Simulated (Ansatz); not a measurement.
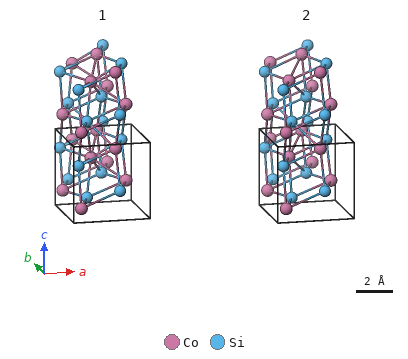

Two geometries of crystalline CoSi (set up in P1), drawn at one scale. One is the start of a relaxation, the other its converged end. Style: ball-and-stick. Shown: the cell of the calculation, repeated 1 × 2 × 2 with one cell outlined, slightly off an axis.

All numbers below come from DFT PBE, scalar-relativistic, plane waves, PAW in Ansatz. Set-up: plane-wave cutoff 420 eV; k-point mesh 8 × 8 × 8; occupations gaussian; smearing width 0.15 eV; no spin polarisation; cell and atoms relaxed; force threshold 0.01 eV/Å; at most 80 steps.

Which of the two is the end point?

Answer. Structure 2 is the relaxed one. The atom that moves furthest is a Co atom (0.39 Å along [−3 −1 1]). By element the largest moves are Co 0.39 Å, Si 0.06 Å. The cell stays as it was. Some distances before and after: Co–Si 2.871 → 2.433 Å, Co–Si 1.957 → 2.316 Å, Co–Co 2.381 → 2.725 Å, Co–Si 2.015 → 2.335 Å. The space group (tolerance 0.01 Å) goes from P1 (No. 1) to P2_13 (No. 198). Over 4 accepted moves (6 points after the start) the energy falls by 184 meV per atom. Largest force component: 7 eV/Å at the start, 0.0013 eV/Å at the end. Pressure: 9.90 GPa at the start and 0.02 GPa at the end. The SCF was repeated twice at an unchanged geometry on a basis and grid sized afresh for the cell, which shifted the energy by less than 0.05 meV per atom at most.

Limits of the set-up: an element that often carries a moment was run without spin polarisation.
